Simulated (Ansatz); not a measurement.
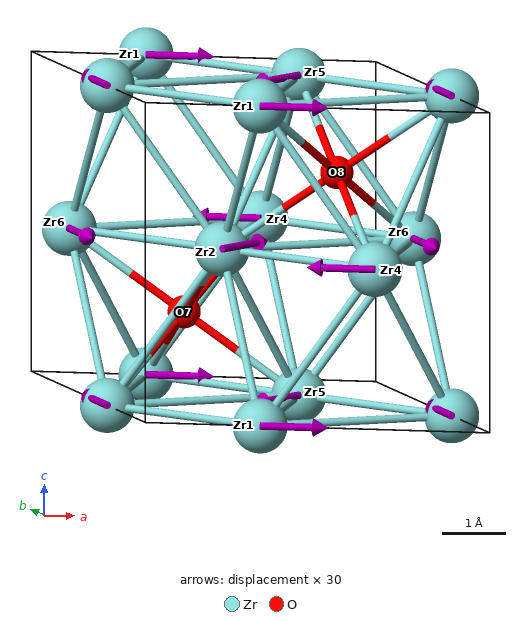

A relaxation of crystalline Zr$_{3}$O (set up in P6_322). The starting structure is drawn; purple arrows show the displacements (the part carried along by the change of the cell is left out), magnified 30 times.

Style: ball-and-stick. Shown: the cell of the calculation, slightly off an axis.

Case: relaxed functional: r2SCAN.

All numbers below come from DFT r2SCAN, scalar-relativistic, plane waves, PAW in Ansatz 0.2.0.

Input file:
```yaml
crystal:
  lattice:
    - [5.6172009101, 0.0, 0.0]
    - [-2.8086004551, 4.8646386863, 0.0]
    - [0.0, 0.0, 5.185]
  atoms:
    - { symbol: Zr, position: [0.3333, 0.0, 0.0] }
    - { symbol: Zr, position: [0.3333, 0.3333, 0.5] }
    - { symbol: Zr, position: [0.0, 0.3333, 0.0] }
    - { symbol: Zr, position: [0.6667, 0.0, 0.5] }
    - { symbol: Zr, position: [0.6667, 0.6667, 0.0] }
    - { symbol: Zr, position: [0.0, 0.6667, 0.5] }
    - { symbol: O, position: [0.3333333333, 0.6666666667, 0.25] }
    - { symbol: O, position: [0.6666666667, 0.3333333333, 0.75] }
basis:
  ecutwfc: 500
kpoints:
  mp_grid: { grid: [6, 6, 8] }
hamiltonian:
  xc: r2scan
scf:
  occupations: { method: gaussian, width: 0.1 }
output:
  forces: true
  stress: true
  eigenvalues: true
relax:
  adjacent_minimum: "off"
  f_tol: 0.01
  max_steps: 60
  cell: { stress_tol: 0.05 }
```

Launched with:
```bash
ansatz run input.yaml --threads 2 --pin off --max-ram 5120MiB --backend cpu --events-out ev --progress --plain --runs-dir out
```

Which element moves most?

Zirconium: up to 0.037 Å, against 0.000 Å for oxygen.

What did the optimiser do to the structure, and how much energy did it gain?

The largest moves relative to the cell, 0.037 Å, are those of Zr1, Zr2, Zr3, Zr4, Zr5 and Zr6. Zr4 goes along −a. O stays in place. The volume changes by +1.4 %, with a = b 5.617 → 5.652 Å (+0.6 %), c 5.185 → 5.194 Å (+0.2 %). Near-neighbour distances that change, for instance: Zr1–Zr3 3.243 → 3.327 Å, Zr1–Zr4 3.198 → 3.165 Å, Zr1–Zr2 3.198 → 3.230 Å, Zr1–Zr3 (another image) 3.243 → 3.232 Å. The space group stays P6_322 (No. 182). Over 4 accepted moves (6 points after the start) the energy falls by 68.8 meV per cell of the calculation. The largest force component goes from 0.57 to 0.0027 eV/Å. The pressure goes from 1.31 to −0.01 GPa. The line search rejected the trial step at point 1 of the run. At 1 point the geometry stayed and the basis and grid were re-selected for the new cell (energy shift of 1.3 meV per cell of the calculation at most each time).
